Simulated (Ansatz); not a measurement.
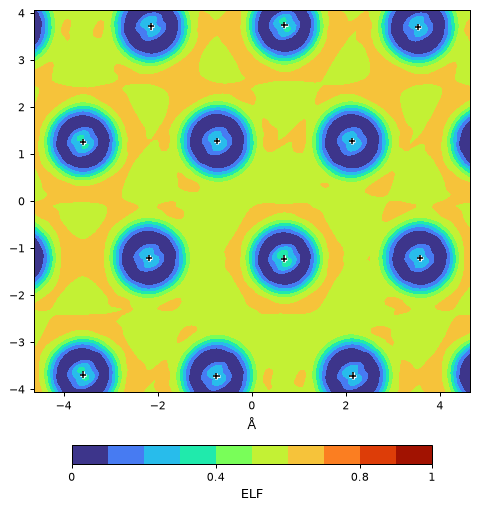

The ELF on a plane through atoms (crosses mark nuclei in the plane).

These are results of Ansatz, DFT PBE, scalar-relativistic, plane waves, PAW, not measurements.

Candidates:
A. TaC, a = 4.29 Å, b = 4.29 Å, c = 4.29 Å, α = 90.00°, β = 90.00°, γ = 90.00°. Space group Fm-3m; changed on purpose from its base cell (volume × 0.88); computed pressure about 54 GPa in this cell; computed without spin polarisation.
B. Al (cell with a defect), a = 8.57 Å, b = 8.57 Å, c = 8.57 Å, α = 60.00°, β = 60.00°, γ = 60.00°. 

Which system is this?

Answer. Candidate B: Al on the (010) plane of the calculation cell, which holds Al.
